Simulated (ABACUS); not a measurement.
## Fe: geometry relaxation (part 1 of 4)

- system: Fe (Im-3m, 1 atom in the cell)
- method: Kohn-Sham DFT of a periodic cell, SCAN, SG15 ONCV 1.2 PBE, spin-polarised (ABACUS 3.10.1)

The structure derives from an entry of the Crystallography Open Database.

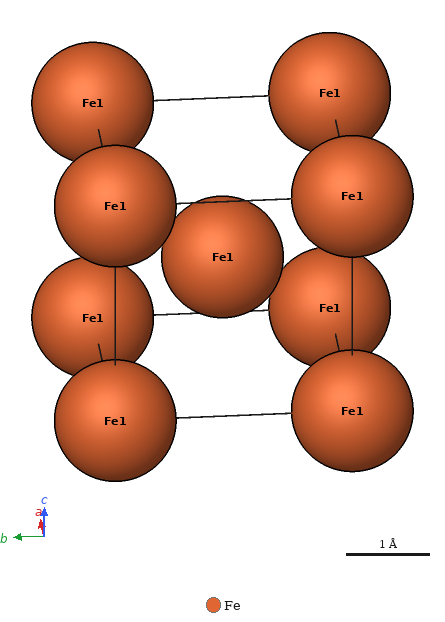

The input geometry (spheres-only view of the cell 2 times as large as that of the calculation, set on its symmetry axes, seen at an oblique angle; atoms are numbered from 1 in the order of the input).

### Input file
```
INPUT_PARAMETERS
suffix              Fe
calculation         cell-relax
basis_type          lcao
pseudo_dir          ./
orbital_dir         ./
symmetry            1
dft_functional      scan
ecutwfc             100
pseudo_rcut         10
nspin               2
nbands              14
ks_solver           genelpa
smearing_method     fd
smearing_sigma      0.00367493
scf_thr             1e-07
scf_nmax            100
mixing_type         broyden
mixing_beta         0.4
cal_force           1
cal_stress          1
mixing_tau          1
out_mul             1
relax_nmax          60
force_thr_ev        0.005
relax_method        cg
out_stru            1
stress_thr          0.2
```

### File STRU
```
ATOMIC_SPECIES
Fe 55.8450 Fe_ONCV_PBE-1.2.upf

NUMERICAL_ORBITAL
Fe_confined-atom_7au_3s2p2d1f.orb

LATTICE_CONSTANT
1.8897261246

LATTICE_VECTORS
-1.4430000000 1.4430000000 1.4430000000
1.4430000000 -1.4430000000 1.4430000000
1.4430000000 1.4430000000 -1.4430000000

ATOMIC_POSITIONS
Cartesian

Fe
0.0
1
0.0000000000 0.0000000000 0.0000000000 1 1 1 mag 3
```

### File KPT
```
K_POINTS
0
Gamma
10 10 10 0 0 0
```

Command:
```bash
OMP_NUM_THREADS=1 mpirun -np 4 abacus > log
```

### Output
```
ABACUS v3.10.1

               Atomic-orbital Based Ab-initio Computation at UStc

 ------------------------------------------------------------------------------------

 READING GENERAL INFORMATION
                           global_out_dir = OUT.Fe/
                           global_in_card = INPUT
                               pseudo_dir = ./
                              orbital_dir = ./
                                    DSIZE = 4
                                    GSIZE = 1

 READING UNITCELL INFORMATION
                                    ntype = 1
                  lattice constant (Bohr) = 1.88973
              lattice constant (Angstrom) = 1

 READING ATOM TYPE 1
                               atom label = Fe
                      L=0, number of zeta = 3
                      L=1, number of zeta = 2
                      L=2, number of zeta = 2
                      L=3, number of zeta = 1
             number of atom for this type = 1
               magnetization of element 1 = 3

                        TOTAL ATOM NUMBER = 1
CARTESIAN COORDINATES ( UNIT =       1.889726124600 Bohr ).
    atom                   x                   y                   z     mag                  vx                  vy                  vz
tauc_Fe1            0.0000000000        0.0000000000        0.0000000000  3.0000        0.0000000000        0.0000000000        0.0000000000

                          Volume (Bohr^3) = 81.1065
                             Volume (A^3) = 12.0187

 Lattice vectors: (Cartesian coordinate: in unit of a_0)
               -1.443              +1.443              +1.443
               +1.443              -1.443              +1.443
               +1.443              +1.443              -1.443
 Reciprocal vectors: (Cartesian coordinate: in unit of 2 pi/a_0)
                   +0             +0.3465             +0.3465
              +0.3465                  +0             +0.3465
              +0.3465             +0.3465                  +0
 The esolver type has been set to : ksdft_lcao

                PAO radial cut off (Bohr) = 10

 Read in pseudopotential file is Fe_ONCV_PBE-1.2.upf
                     pseudopotential type = NC
          exchange-correlation functional = PBE
                 nonlocal core correction = 0
                        valence electrons = 16
                                     lmax = 2
                           number of zeta = 0
                     number of projectors = 6
                           L of projector = 0
                           L of projector = 0
                           L of projector = 1
                           L of projector = 1
                           L of projector = 2
                           L of projector = 2
 XC functional updated to : scan
          exchange-correlation functional = SCAN
     initial pseudo atomic orbital number = 0
 The readin total magnetization is 3

 SETUP THE ELECTRONS NUMBER
            electron number of element Fe = 16
      total electron number of element Fe = 16
            AUTOSET number of electrons:  = 16
                           occupied bands = 8
                                   NLOCAL = 26
                                   NBANDS = 14
                                   NBANDS = 14
                                   NLOCAL = 26

%%%%%%%%%%%%%%%%%%%%%%%%%%%%%%%%%%%%%%%%%%%%%%%%%%%%%%%%%%%%%%%%%%%%%%%%%%%%%%%%%%%%%%%%%%%%%%%%%%%%%%%%%%
 Warning: the number of valence electrons in pseudopotential > 8 for Fe: [Ar] 3d6 4s2
 Pseudopotentials with additional electrons can yield (more) accurate outcomes, but may be less efficient.
 If you're confident that your chosen pseudopotential is appropriate, you can safely ignore this warning.
%%%%%%%%%%%%%%%%%%%%%%%%%%%%%%%%%%%%%%%%%%%%%%%%%%%%%%%%%%%%%%%%%%%%%%%%%%%%%%%%%%%%%%%%%%%%%%%%%%%%%%%%%%

 SETUP THE PLANE WAVE BASIS
 energy cutoff for charge/potential (unit:Ry) = 400
            fft grid for charge/potential = [ 32, 32, 32 ]
                        fft grid division = [ 4, 4, 4 ]
        big fft grid for charge/potential = [ 8, 8, 8 ]
                                     nbxx = 128
                                     nrxx = 8192

 SETUP PLANE WAVES FOR CHARGE/POTENTIAL
                    number of plane waves = 10889
                         number of sticks = 661

 PARALLEL PW FOR CHARGE/POTENTIAL
     PROC   COLUMNS(POT)             PW
        1            165           2722
        2            165           2723
        3            165           2722
        4            166           2722
 --------------- sum -------------------
        4            661          10889
                            number of |g| = 137
                                  max |g| = 36.0187
                                  min |g| = 0.240125

----------- Double Check Mixing Parameters Begin ------------
mixing_type: broyden
mixing_beta: 0.4
mixing_gg0: 1
mixing_gg0_min: 0.1
mixing_beta_mag: 1.6
mixing_gg0_mag: 0
mixing_ndim: 8
----------- Double Check Mixing Parameters End ------------

 LATTICE VECTORS: (CARTESIAN COORDINATE: IN UNIT OF A0)
               -1.443              +1.443              +1.443
               +1.443              -1.443              +1.443
               +1.443              +1.443              -1.443
                       right hand lattice = 1
                                   NORM_A = 2.49935
                                   NORM_B = 2.49935
                                   NORM_C = 2.49935
                           ALPHA (DEGREE) = 109.471
                           BETA  (DEGREE) = 109.471
                           GAMMA (DEGREE) = 109.471

 The lattice vectors have been changed (STRU_SIMPLE.cif)

(for optimal symmetric configuration:)
                             BRAVAIS TYPE = 2
                     BRAVAIS LATTICE NAME = 02. Cubic I (body-centered)
                                    ibrav = 2
                                    IBRAV = 2
                                  BRAVAIS = BODY CENTERED CUBIC
                       LATTICE CONSTANT A = 2.886
Original cell was already a primitive cell.
                        ROTATION MATRICES = 48
              PURE POINT GROUP OPERATIONS = 48
                   SPACE GROUP OPERATIONS = 48
                              POINT GROUP = O_h
               POINT GROUP IN SPACE GROUP = O_h

 SETUP K-POINTS
                                    nspin = 2
                   Input type of k points = Monkhorst-Pack(Gamma)
                                   nkstot = 1000
                       right hand lattice = 1
(for reciprocal lattice: )
                             BRAVAIS TYPE = 3
                     BRAVAIS LATTICE NAME = 03. Cubic F (face-centered)
                                    ibrav = 3
                       right hand lattice = 1
(for k-lattice: )
                             BRAVAIS TYPE = 3
                     BRAVAIS LATTICE NAME = 03. Cubic F (face-centered)
                                    ibrav = 3
                       right hand lattice = 1
                        ROTATION MATRICES = 48
                               nkstot_ibz = 47
K-POINTS REDUCTION ACCORDING TO SYMMETRY
     IBZ    DIRECT_X    DIRECT_Y    DIRECT_Z  WEIGHT  ibz2bz
       1  0.00000000  0.00000000  0.00000000  0.0010       0
       2 -0.10000000  0.10000000  0.00000000  0.0120       1
       3 -0.20000000  0.20000000  0.00000000  0.0120       2
       4 -0.30000000  0.30000000  0.00000000  0.0120       3
       5 -0.40000000  0.40000000  0.00000000  0.0120       4
       6  0.50000000  0.50000000  0.00000000  0.0060       5
       7  0.10000000  0.10000000 -0.20000000  0.0240      11
       8 -0.10000000 -0.20000000  0.30000000  0.0480      12
       9 -0.40000000  0.30000000  0.10000000  0.0480      13
      10  0.50000000  0.40000000  0.10000000  0.0480      14
      11 -0.20000000 -0.20000000  0.40000000  0.0240      22
      12  0.50000000  0.30000000  0.20000000  0.0480      23
      13  0.40000000  0.40000000  0.20000000  0.0240      24
      14  0.40000000  0.30000000  0.30000000  0.0240      33
      15 -0.10000000 -0.10000000  0.30000000  0.0080     111
      16 -0.10000000 -0.20000000  0.40000000  0.0240     112
      17  0.50000000  0.30000000  0.10000000  0.0240     113
      18  0.40000000  0.40000000  0.10000000  0.0120     114
      19 -0.10000000  0.10000000  0.10000000  0.0060     119
      20  0.50000000  0.20000000  0.20000000  0.0240     122
      21  0.40000000  0.30000000  0.20000000  0.0480     123
      22 -0.20000000  0.20000000  0.10000000  0.0240     128
      23  0.30000000  0.30000000  0.30000000  0.0080     133
      24 -0.30000000  0.30000000  0.10000000  0.0240     137
      25 -0.30000000  0.20000000  0.20000000  0.0240     138
      26 -0.40000000  0.40000000  0.10000000  0.0240     146
      27 -0.40000000  0.30000000  0.20000000  0.0480     147
      28  0.50000000  0.50000000  0.10000000  0.0120     155
      29  0.50000000  0.40000000  0.20000000  0.0480     156
      30  0.50000000  0.30000000  0.30000000  0.0240     157
[... 17 further k points ...]

                               nkstot now = 47
[... K-POINTS DIRECT COORDINATES: 47 rows ...]

           k-point number in this process = 47
       minimum distributed K point number = 47
[... stars of the k points ...]
                             nks(nspin=2) = 94
                          nkstot(nspin=2) = 94

[... K-POINTS CARTESIAN COORDINATES: 94 rows ...]

[... K-POINTS DIRECT COORDINATES: 94 rows ...]

 SETUP PLANE WAVES FOR WAVE FUNCTIONS
     energy cutoff for wavefunc (unit:Ry) = 100
              fft grid for wave functions = [ 32, 32, 32 ]
                    number of plane waves = 2347
                         number of sticks = 241

 PARALLEL PW FOR WAVE FUNCTIONS
     PROC   COLUMNS(POT)             PW
        1             60            587
        2             60            587
        3             61            587
        4             60            586
 --------------- sum -------------------
        4            241           2347

 SET NONLOCAL PSEUDOPOTENTIAL PROJECTORS
 max number of nonlocal projetors among all species is 6

 -------------------------------------------
 STEP OF RELAXATION : 1
 -------------------------------------------

 SETUP SEARCHING RADIUS FOR PROGRAM TO SEARCH ADJACENT ATOMS
                  longest orb rcut (Bohr) = 7
   longest nonlocal projector rcut (Bohr) = 2.16
                     search radius (Bohr) = 18.3
              searching radius is (Bohr)) = 18.3
         searching radius unit is (Bohr)) = 1.89
                         PeriodicBoundary = 1
                        Radius(unit:lat0) = 9.7
                                   glayer = [ 6, 6, 6 ]
                             glayer_minus = [ 5, 5, 5 ]

Find the coordinate range of the input atom(unit:lat0).
                                  min_tau = [ -21.6, -21.6, -21.6 ]
                                  max_tau = [ 21.6, 21.6, 21.6 ]
                                BoxNumber = [ 11, 11, 11 ]

 SETUP EXTENDED REAL SPACE GRID FOR GRID INTEGRATION
                          real space grid = [ 32, 32, 32 ]
                 big cell numbers in grid = [ 8, 8, 8 ]
             meshcell numbers in big cell = [ 4, 4, 4 ]
                        extended fft grid = [ 15, 15, 15 ]
                dimension of extened grid = [ 39, 39, 39 ]
                            UnitCellTotal = 125
              Atom number in sub-FFT-grid = 1
    Local orbitals number in sub-FFT-grid = 26
                                ParaV.nnr = 51883
                                 init_chg = atomic

 LCAO ALGORITHM --------------- ION=   1  ELEC=   1--------------------------------
          total magnetism (Bohr mag/cell) = 2.66389
       absolute magnetism (Bohr mag/cell) = 2.67823
                        nelec for spin up = 9.33195
                      nelec for spin down = 6.66805

 Density error is 0.0555827931391
----------------------------------------------------------
     Energy           Rydberg                 eV
----------------------------------------------------------
 E_KohnSham     -236.5629017326      -3218.6033989777
 E_Harris       -237.8524967375      -3236.1492391559
 E_Fermi        1.3287551985         18.0786419464
----------------------------------------------------------

 LCAO ALGORITHM --------------- ION=   1  ELEC=   2--------------------------------
          total magnetism (Bohr mag/cell) = 2.81673
       absolute magnetism (Bohr mag/cell) = 3.02418
                        nelec for spin up = 9.40837
                      nelec for spin down = 6.59163

 Density error is 0.0340632388046
----------------------------------------------------------
     Energy           Rydberg                 eV
----------------------------------------------------------
 E_KohnSham     -236.6006867802      -3219.1174909236
 E_Harris       -237.3096091926      -3228.7628751725
 E_Fermi        1.3427271155         18.2687396305
----------------------------------------------------------

 LCAO ALGORITHM --------------- ION=   1  ELEC=   3--------------------------------
          total magnetism (Bohr mag/cell) = 2.81271
       absolute magnetism (Bohr mag/cell) = 3.04692
                        nelec for spin up = 9.40635
                      nelec for spin down = 6.59365

 Density error is 0.0104275994927
----------------------------------------------------------
     Energy           Rydberg                 eV
----------------------------------------------------------
 E_KohnSham     -236.6143872332      -3219.3038951496
 E_Harris       -236.3795270502      -3216.1084584281
 E_Fermi        1.3310215860         18.1094777313
----------------------------------------------------------

 LCAO ALGORITHM --------------- ION=   1  ELEC=   4--------------------------------
          total magnetism (Bohr mag/cell) = 2.80998
       absolute magnetism (Bohr mag/cell) = 3.08663
                        nelec for spin up = 9.40499
                      nelec for spin down = 6.59501

 Density error is 0.0061757578779
----------------------------------------------------------
     Energy           Rydberg                 eV
----------------------------------------------------------
 E_KohnSham     -236.6441098894      -3219.7082926339
 E_Harris       -236.4955117241      -3217.6865108742
 E_Fermi        1.3337483845         18.1465777270
----------------------------------------------------------

 LCAO ALGORITHM --------------- ION=   1  ELEC=   5--------------------------------
          total magnetism (Bohr mag/cell) = 2.8102
       absolute magnetism (Bohr mag/cell) = 3.11572
                        nelec for spin up = 9.4051
                      nelec for spin down = 6.5949

 Density error is 0.00363831446615
----------------------------------------------------------
     Energy           Rydberg                 eV
----------------------------------------------------------
 E_KohnSham     -236.6541764910      -3219.8452557747
 E_Harris       -236.6516012455      -3219.8102177630
 E_Fermi        1.3363385110         18.1818182065
----------------------------------------------------------

 LCAO ALGORITHM --------------- ION=   1  ELEC=   6--------------------------------
          total magnetism (Bohr mag/cell) = 2.81018
       absolute magnetism (Bohr mag/cell) = 3.12181
                        nelec for spin up = 9.40509
                      nelec for spin down = 6.59491

 Density error is 0.00171615401485
----------------------------------------------------------
     Energy           Rydberg                 eV
```
